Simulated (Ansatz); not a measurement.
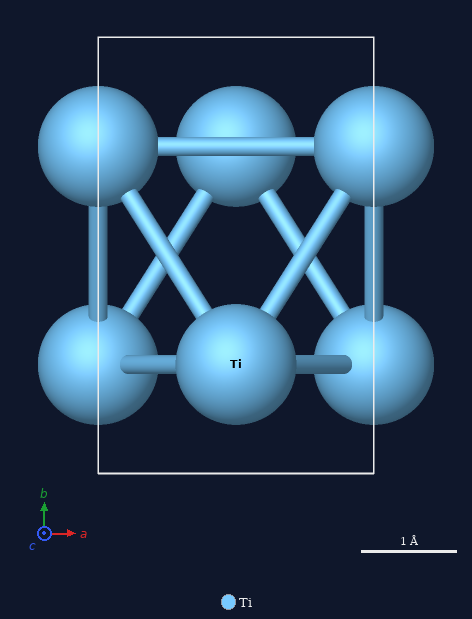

The starting structure (ball-and-stick view of the cell of the calculation, along the c axis). An atom can appear more than once, as a periodic image. Near neighbours in the periodic cell (some may lie outside the picture): Ti has 12 Ti at 2.84 to 2.90 Å.

**Geometry relaxation of Ti**

Ti (P6₃/mmc, 4 atoms in the cell), computed with DFT PBEsol, scalar-relativistic, plane waves, PAW, no spin polarisation (Ansatz 0.2.0).

The structure derives from an entry of the Crystallography Open Database. It belongs to a series of runs on one base structure; here: 0 of 4 Ti sites taken by Hf, cell and atoms relaxed.

## Input
```yaml
crystal:
  lattice:
    - [-2.9004352002, 0.0, 0.0]
    - [0.0, 0.0, -4.590990447]
    - [0.0, -5.0237011307, 0.0]
  atoms:
    - { symbol: Ti, position: [0.5, 0.75, 0.1666666667] }
    - { symbol: Ti, position: [0.0, 0.75, 0.6666666667] }
    - { symbol: Ti, position: [0.0, 0.25, 0.3333333333] }
    - { symbol: Ti, position: [0.5, 0.25, 0.8333333333] }
basis:
  ecutwfc: 420
kpoints:
  mp_grid: { grid: [14, 10, 8] }
hamiltonian:
  xc: pbesol
scf:
  occupations: { method: gaussian, width: 0.1 }
output:
  forces: true
  stress: true
  eigenvalues: true
  write_density: true
  write_potential: true
  elf: true
  volumetric_format: npy
relax:
  adjacent_minimum: "off"
  f_tol: 0.015
  max_steps: 60
  cell: { stress_tol: 0.15 }
```

Run on 1 thread of Arm Neoverse V1, 24 GiB of memory available, shared host.

Run as:
```bash
ansatz run input.yaml --threads 1 --pin off --max-ram 2560MiB --backend cpu --events-out ev --progress --plain --runs-dir out
```

## What the program printed
```
Engine: ansatz 0.2.0, aarch64-unknown-linux-gnu
Pseudopotentials: kind: paw
Pseudopotential: Ti, paw, valence charge 12, recommended cutoff 420 eV (normal), Ti.paw.azcp
Functional definition: PBEsol
  exchange = pbesol_x
  correlation = pbesol_c
Crystal: 4 atoms, lattice volume = 66.895 Å³
Basis set: ecut = 420 eV, 1287 PW (Γ), exchange–correlation on 40×64×72 points (8 copies of the dense FFT grid, shifted against one another)
Bands: 29, of which v1, the nominal top of the filled ones, is band 24 counted from 1 (23 counted from 0)
Symmetry: 16 space group operations
Space group: P63/mmc (ITA 194), of the structure as read, at distance tolerance 4.1e-5 Å
k-points: 240 of 1120
Non-local potential: Ti, projectors of the file, l = 0: 3, l = 1: 2, l = 2: 3, l = 3: 1
PAW form: soft (Blöchl's): semilocal exchange-correlation on the pseudo side does not see the compensation charge
PAW frozen core: Ti, regenerated for the run's functional, and the local potential with it (the file was generated under x = pbe(κ = 0.804, μ = 0.2195149727645171), c = pbe(β = 0.06672455060314922))
PAW one-centre angular grid: Ti, 590 points (default); XC on 64 Gauss nodes
Initial density: superposition of atomic densities (neutral atoms: chi_scale 0, normalization atom), corrected by the library's trained network
Initial wavefunctions: pseudopotential atomic-orbital guess
Functional: x = pbesol(κ = 0.804, μ = 0.12345679012345678), c = pbesol(β = 0.046)
SCF iter   1: F=—  HF=-9895.609223 eV  |F-HF|=—  |Δ(HF+E_count)|=         —  Δρ=8.45e-3  dr2=3.59e-2  ethr=1.77e-3  ⟨swp⟩=4.2  Hψ=26573  notcnv=0
preconditioner: auto → Kerker (q_TF=auto, 2.581 Å⁻¹)  [metal: Δε(μ)=0.016 eV  Ē_g=2.478 eV  σ=0.100 eV  W_gap=0.09  n_scr=20 (ndim 8)  ℏωp=18.2 eV  f_vac=0.000  D(μ)=3.42/eV (n_scr^D=38)]
SCF iter   2: F=—  HF=-9895.598120 eV  |F-HF|=—  |Δ(HF+E_count)|=   1.11e-2  Δρ=3.50e-3  dr2=6.10e-3  ethr=7.48e-5  ⟨swp⟩=2.0  Hψ=11700  notcnv=0  defer=64
SCF iter   3: F=—  HF=-9895.596430 eV  |F-HF|=—  |Δ(HF+E_count)|=   1.69e-3  Δρ=6.47e-4  dr2=1.65e-4  ethr=1.27e-5  ⟨swp⟩=2.2  Hψ=9683  notcnv=0  defer=64
SCF iter   4: F=—  HF=-9895.596433 eV  |F-HF|=—  |Δ(HF+E_count)|=   3.96e-6  Δρ=1.02e-4  dr2=6.28e-6  ethr=3.43e-7  ⟨swp⟩=2.0  Hψ=8712  notcnv=0  defer=64
SCF iter   5: F=—  HF=-9895.596275 eV  |F-HF|=—  |Δ(HF+E_count)|=   1.58e-4  Δρ=2.26e-5  dr2=3.34e-7  ethr=1.31e-8  ⟨swp⟩=2.0  Hψ=8106  notcnv=0  defer=64
SCF iter   6: F=-9895.596275 eV  HF=-9895.596275 eV  |F-HF|=7.40e-9  |Δ(HF+E_count)|=   8.85e-8  Δρ=5.13e-6  dr2=1.58e-8  ethr=2.08e-10  ⟨swp⟩=8.6  Hψ=38261  notcnv=0
SCF 1 converged in 6 iterations: F = -9895.596275 eV  dr2 = 1.58e-8
  greatest PAW one-centre occupation: 0.999 electrons in one spin orbital (limit 2), on the Ti atom at site 3 (counted from 0), in its partial waves of l = 0
relax step   1: F+E_penalty+E_count = -9895.59627505 eV  Δ(F+E_penalty+E_count) = +0.000e0 eV  max|allowed force component| = 4.999e-4 eV/Å  Δτ_max = 0.0000 Å  P = +0.007 GPa  Ω = 66.895 Å³  (6 SCF iters, dr2 threshold 1.00e-7 eV, accepted)
Initial density: handed on by an earlier stage of this run
Initial wavefunctions: pseudopotential atomic-orbital guess (no wavefunctions were taken with the density)
iter 1 solved again at ethr=3.13e-8 eV; its pass at ethr=3.10e-3 eV (dr2=1.50e-5 eV) is discarded
SCF iter   1: F=—  HF=-9895.596425 eV  |F-HF|=—  |Δ(HF+E_count)|=         —  Δρ=5.18e-6  dr2=1.56e-8  ethr=3.13e-8  ⟨swp⟩=3.1  Hψ=43407  notcnv=0
preconditioner: auto → Kerker (q_TF=auto, 2.581 Å⁻¹)  [metal: Δε(μ)=0.002 eV  Ē_g=2.447 eV  σ=0.100 eV  W_gap=0.01  n_scr=20 (ndim 8)  ℏωp=18.2 eV  f_vac=0.000  D(μ)=3.63/eV (n_scr^D=38)]
SCF iter   2: F=—  HF=-9895.596275 eV  |F-HF|=—  |Δ(HF+E_count)|=   1.50e-4  Δρ=2.99e-6  dr2=6.16e-9  ethr=3.24e-11  ⟨swp⟩=2.0  Hψ=12752  notcnv=0
iter 3 did not close the SCF: its close was put off for the readings that it lacked (scf_convergence_deferred on its scf_iter line)
SCF iter   3: F=-9895.596275 eV  HF=-9895.596275 eV  |F-HF|=1.09e-10  |Δ(HF+E_count)|=   1.62e-9  Δρ=7.41e-7  dr2=3.41e-10  ethr=1.28e-11  ⟨swp⟩=2.0  Hψ=8591  notcnv=0
iter 4 did not close the SCF: its close was put off for the readings that it lacked (scf_convergence_deferred on its scf_iter line)
SCF iter   4: F=-9895.596275 eV  HF=-9895.596275 eV  |F-HF|=1.46e-11  |Δ(HF+E_count)|=  7.09e-11  Δρ=2.90e-7  dr2=4.14e-11  ethr=1.00e-12  ⟨swp⟩=1.1  Hψ=7032  notcnv=0
iter 5 did not close the SCF: its close was put off for the readings that it lacked (scf_convergence_deferred on its scf_iter line)
SCF iter   5: F=-9895.596275 eV  HF=-9895.596275 eV  |F-HF|=1.82e-12  |Δ(HF+E_count)|=  7.28e-12  Δρ=4.09e-8  dr2=5.22e-13  ethr=1.00e-12  ⟨swp⟩=1.0  Hψ=6960  notcnv=0
iter 6 did not close the SCF: its close was put off for the readings that it lacked (scf_convergence_deferred on its scf_iter line)
SCF iter   6: F=-9895.596275 eV  HF=-9895.596275 eV  |F-HF|=3.64e-12  |Δ(HF+E_count)|=  1.82e-12  Δρ=1.10e-8  dr2=3.59e-14  ethr=1.00e-12  ⟨swp⟩=1.0  Hψ=6960  notcnv=0
SCF iter   7: F=-9895.596275 eV  HF=-9895.596275 eV  |F-HF|=1.82e-12  |Δ(HF+E_count)|=  1.82e-12  Δρ=2.47e-9  dr2=2.06e-15  ethr=1.00e-12  ⟨swp⟩=2.0  Hψ=19646  notcnv=0
SCF 2 converged in 7 iterations: F = -9895.596275 eV  dr2 = 2.06e-15
relax step   2: F+E_penalty+E_count = -9895.59627505 eV  Δ(F+E_penalty+E_count) = -3.329e-9 eV  max|allowed force component| = 4.961e-4 eV/Å  Δτ_max = 0.0000 Å  P = +0.007 GPa  Ω = 66.895 Å³  stress off target by 4.07e-2 GPa  SCF on the basis re-selected at this cell (its energy is not comparable with the rows above)  (7 SCF iters)
```

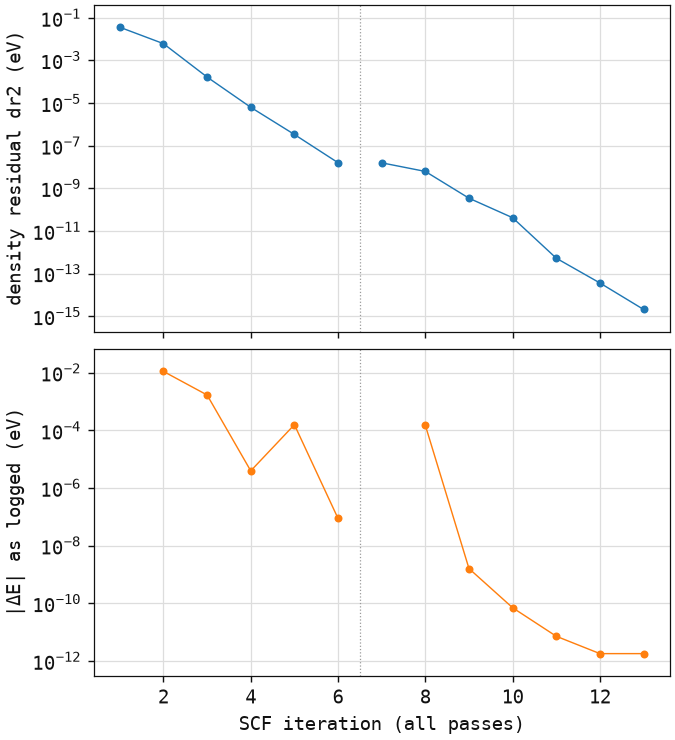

Convergence of the self-consistent field: density residual dr2 and size of the energy change against the SCF iteration. The dotted lines part the SCF passes of the relaxation: geometry steps, rejected trials and re-solves on a re-selected basis. The passes take 6 and 7 iterations.

```
basis re-selected at this cell: Δ(F+E_penalty+E_count) = -3.329e-9 eV, ΔP = -0.000 GPa vs the last step (what re-selecting the basis moved, of the pressure what is left beyond the Pulay correction that the steps carried, after the strain that the cell walked since its last selection, with what the two solves' SCF thresholds leave and, on support functions, any second-order correction that the steps lacked; it is no measure of the basis error at this ecutwfc). This SCF's stress stands 4.07e-2 GPa from its target on what of the cell is left free (relax.cell.stress_tol is 1.50e-1 GPa) and its largest allowed force component is 4.96e-4 eV/Å (relax.f_tol is 1.50e-2 eV/Å): within both
SCF converged after 7 iterations
Free energy (F): -9895.596275 eV
Harris-Foulkes:  -9895.596275 eV  (|F-HF|=1.82e-12)
Internal energy: -9895.578140 eV  (E = F + TS)
E sigma→0 (E₀):  -9895.587207 eV
Entropy (-TS):   -0.018135 eV (-4.534 meV/atom)
Fermi energy:    13.865528 eV
--- Per-component energies (eV) ---
  E_band       = -600.272808
  E_kinetic    = 1092.219275
  E_local      = -3169.513304  (includes V_loc(G=0)·N_el)
  E_nonlocal   = 37.531291
  E_hartree    = 1304.627694
  E_xc         = -387.765599
  E_vxc        = -487.302167  (∫ρ·V_xc dr)
  E_paw        = -4090.218949  (= ΣΔE_a)
  E_vpaw       = -682.463714  (= ΣTr[D̂ρ^β])
  E_aug_tail   = 0.000423  (compensation charges beyond the density's cutoff)
  E_ewald      = -4683.016506
  E_core_change = 0.557537  (= ΣΔE_core)
  E_smearing   = -0.018135  (= −TS)
  E_closure    = -0.000000  (closes the sum)
  Σ components = -9895.596275   (vs F -9895.596275, Δ=0.00e0)
--- Forces (eV/Å), atoms counted from 1 ---
  atom   1  Ti     0.00000000    -0.00049612    -0.00000000
  atom   2  Ti     0.00000000    -0.00049612    -0.00000000
  atom   3  Ti    -0.00000000     0.00049612    -0.00000000
  atom   4  Ti    -0.00000000     0.00049612    -0.00000000
  max |Σ_I F_I| component: 6.94e-18 eV/Å
--- Stress (GPa, compression-positive) ---
        0.037894       0.000000       0.000000
        0.000000       0.023332       0.000000
        0.000000       0.000000      -0.040734
  P = ⅓ Tr σ = 0.0068 GPa (0.068 kbar)
--- Band table (eV; the first three rows and the last of 240) ---
  k-point 0: bands = ["-42.6619", "-42.5207", "-42.4973", "-42.4673", "-19.4224", "-19.2331", "-19.0894", "-19.0686", "-18.8512", "-18.8065", "-18.6870", "-18.6864", "-18.6530", "-18.6049", "-18.5715", "-18.5709", "7.5854", "11.0743", "11.4647", "11.5782", "11.9026", "13.2730", "14.3334", "14.5191", "14.6543", "14.6544", "14.7405", "14.7876", "15.0989"]
  k-point 1: bands = ["-42.6573", "-42.5281", "-42.4955", "-42.4666", "-19.4125", "-19.2121", "-19.0917", "-19.0710", "-18.8453", "-18.7893", "-18.7069", "-18.6939", "-18.6496", "-18.6091", "-18.5923", "-18.5741", "7.6994", "11.1651", "11.1950", "11.7347", "11.9681", "13.2462", "14.3691", "14.4218", "14.5044", "14.5507", "14.7366", "14.9710", "15.0317"]
  k-point 2: bands = ["-42.6439", "-42.5467", "-42.4904", "-42.4666", "-19.3835", "-19.1525", "-19.1465", "-19.0181", "-18.8285", "-18.7653", "-18.7511", "-18.7130", "-18.6523", "-18.6400", "-18.6217", "-18.5818", "8.0329", "10.6688", "11.4172", "11.9210", "12.1623", "13.2239", "13.9855", "14.0724", "14.4735", "14.6421", "14.8480", "14.9431", "14.9777"]
  k-point 239: bands = ["-42.4940", "-42.4940", "-42.4940", "-42.4940", "-19.3062", "-19.3062", "-19.3062", "-19.3062", "-18.7889", "-18.7889", "-18.7889", "-18.7889", "-18.7524", "-18.7524", "-18.7524", "-18.7524", "11.2045", "11.2045", "11.2045", "11.2045", "12.9974", "12.9974", "12.9974", "12.9974", "15.2907", "15.2907", "15.2907", "15.2907", "15.6623"]
--- Relaxed structure (1 steps of the walk, 1 accepted, 1 SCFs on fresh bases) ---
  F+E_penalty+E_count = -9895.59627505 eV   max|allowed force component| = 4.961e-4 eV/Å   (the final SCF, on the basis selected at the relaxed cell)
  cell:  # Å, volume = 66.8950 Å³
    - [-2.9004352002, 0.0, 0.0]
    - [0.0, 0.0, -4.590990447]
    - [0.0, -5.0237011307, 0.0]
  atoms:
    - { symbol: Ti, position: [0.5, 0.7500000000000001, 0.1666666667] }
    - { symbol: Ti, position: [0.0, 0.7500000000000001, 0.6666666667] }
    - { symbol: Ti, position: [0.0, 0.25, 0.3333333333] }
    - { symbol: Ti, position: [0.5, 0.25, 0.8333333333000001] }
```

## Trajectory as extended XYZ (Å, eV, eV/Å), 2 frames, from step=1 to step=2
```
4
Lattice="-2.9004 0.0000 0.0000 0.0000 0.0000 -4.5910 0.0000 -5.0237 0.0000" Properties=species:S:1:pos:R:3:forces:R:3 step=1 energy=-9895.59627 pressure_GPa=0.01
Ti   -1.4502   -0.8373   -3.4432    0.0000  -0.0005   0.0000
Ti    0.0000   -3.3491   -3.4432    0.0000  -0.0005   0.0000
Ti    0.0000   -1.6746   -1.1477    0.0000   0.0005   0.0000
Ti   -1.4502   -4.1864   -1.1477    0.0000   0.0005   0.0000
4
Lattice="-2.9004 0.0000 0.0000 0.0000 0.0000 -4.5910 0.0000 -5.0237 0.0000" Properties=species:S:1:pos:R:3:forces:R:3 step=2 energy=-9895.59627 pressure_GPa=0.01
Ti   -1.4502   -0.8373   -3.4432    0.0000  -0.0005   0.0000
Ti    0.0000   -3.3491   -3.4432    0.0000  -0.0005   0.0000
Ti    0.0000   -1.6746   -1.1477    0.0000   0.0005   0.0000
Ti   -1.4502   -4.1864   -1.1477    0.0000   0.0005   0.0000
```

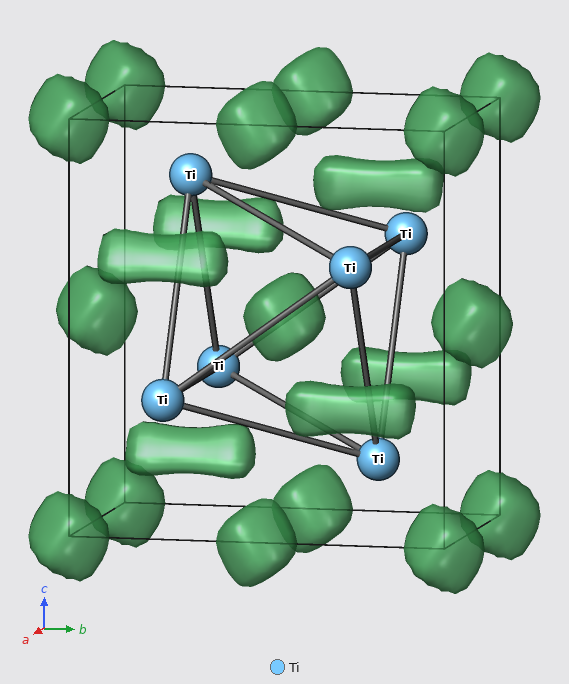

Isosurface of the ELF at 0.6 (green), seen slightly off an axis. Only the valence region is drawn (cores and ρ < 0.01 e/Å³ removed). Sticks mark near contacts. The outline is the calculation cell. Profiles from the grid: Ti–Ti (2.84 Å): the ELF is about 0.20 at the midpoint; no localised pair between them. Ti–Ti (2.90 Å): the ELF is about 0.25 at the midpoint (no shared electron pair). In a PAW calculation such maps are meaningful between the atoms, not at the nuclei.

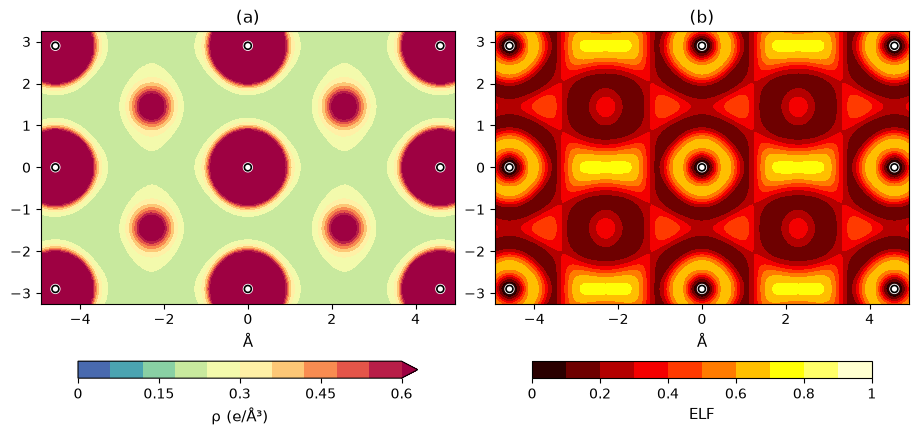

(a) valence charge density (pseudo); (b) electron localisation function on the (101) plane of the calculation cell. Circles mark the nuclei in the plane (Ti). Ti–Ti (2.90 Å): the density is about 0.2 e/Å³ at the midpoint; the ELF is about 0.25 at the midpoint (no shared electron pair). Away from the nuclei the density in this plane falls to 0.19 e/Å³ at its lowest. The strong features right at Ti lie inside the PAW spheres (semicore, d or f shells) and say nothing about bonding.

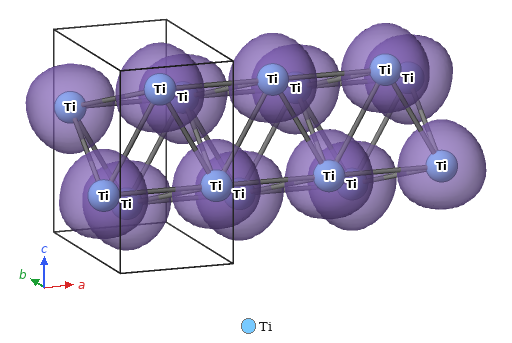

Isosurface of the valence charge density (pseudo) at 0.3 e/Å³ (purple), seen slightly off an axis. Sticks mark near contacts. The outline is the calculation cell. At this value the density breaks into separate islands; it holds about 80 % of the electrons treated as valence (semicore included). It is pinched off along the Ti–Ti (2.84 Å) and Ti–Ti (2.90 Å) contacts. On the grid the lowest density along these lines, outside the cores, is 0.2 e/Å³ (Ti–Ti, 2.84 Å) and 0.2 e/Å³ (Ti–Ti, 2.90 Å).

## Summary

| quantity | value |
| --- | --- |
| outcome | converged |
| space group (tolerance 0.01 Å) | P6₃/mmc (194) |
| electrons treated | 48 |
| free energy | −9895.5963 eV |
| Fermi energy | 13.866 eV |
| gap on the k-point mesh | none (metallic) |
| pressure | 0.01 GPa |
| final volume | 66.89 Å³ |
| largest force (length of the vector) at the end | under 0.001 eV/Å |
| final cell | a = 2.900 Å, b = 4.591 Å, c = 5.024 Å, α = 90.00°, β = 90.00°, γ = 90.00° |
| wall time | 57 s |
| peak memory | 0.61 GiB |
